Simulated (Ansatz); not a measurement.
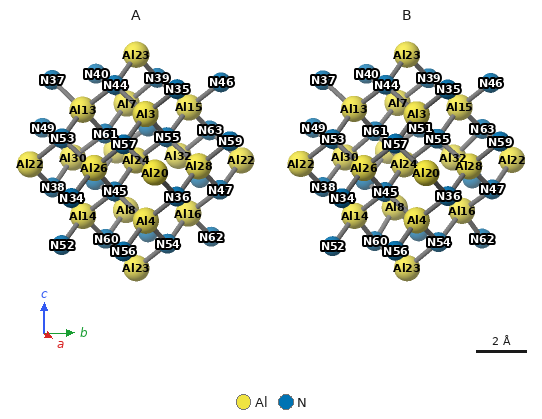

Two geometries of a defect cell of composition Al₃₂N₃₁ (cell charge −1), drawn at one scale. One is the start of a relaxation, the other its converged end. Style: ball-and-stick. Shown: the atoms within 5.0 Å of the atom that moves most (axes of the cell of the calculation (origin shifted)), slightly off an axis.

Level of theory: DFT, PBEsol, PAW, plane waves in Ansatz 0.2.0. (plane-wave cutoff 420 eV; k-point mesh 1 × 1 × 1; mesh shifted by (0.25, 0.25, 0.25); no spin polarisation; atoms relaxed in a fixed cell; force threshold 0.03 eV/Å; at most 80 steps)

Which one is relaxed?

Structure B is the relaxed one. After 12 geometry steps the energy has fallen by 1.302 eV per cell of the calculation. The largest force component goes from 1.3 to 0.024 eV/Å. An Al atom moves most: 0.21 Å along [−1 −1 −2]. By element the largest moves are Al 0.21 Å, N 0.12 Å. The cell stays as it was. Near-neighbour distances that change, for instance: Al–N 1.876 → 2.000 Å, Al–N 1.807 → 1.902 Å, Al–N 1.841 → 1.926 Å, Al–N 1.913 → 1.989 Å. Among the angles between lasting bonds that change: Al–N–Al 111.9° → 100.5°, Al–N–Al 109.7° → 100.5°, N–Al–N 112.1° → 103.2°. The run took 7.8 s on 1 × NVIDIA GB200 with 8 threads of Arm Neoverse-V2, peak memory 1.6 GiB.

Limits of the set-up: the cell is charged, on a uniform background, and energies carry no finite-size correction.
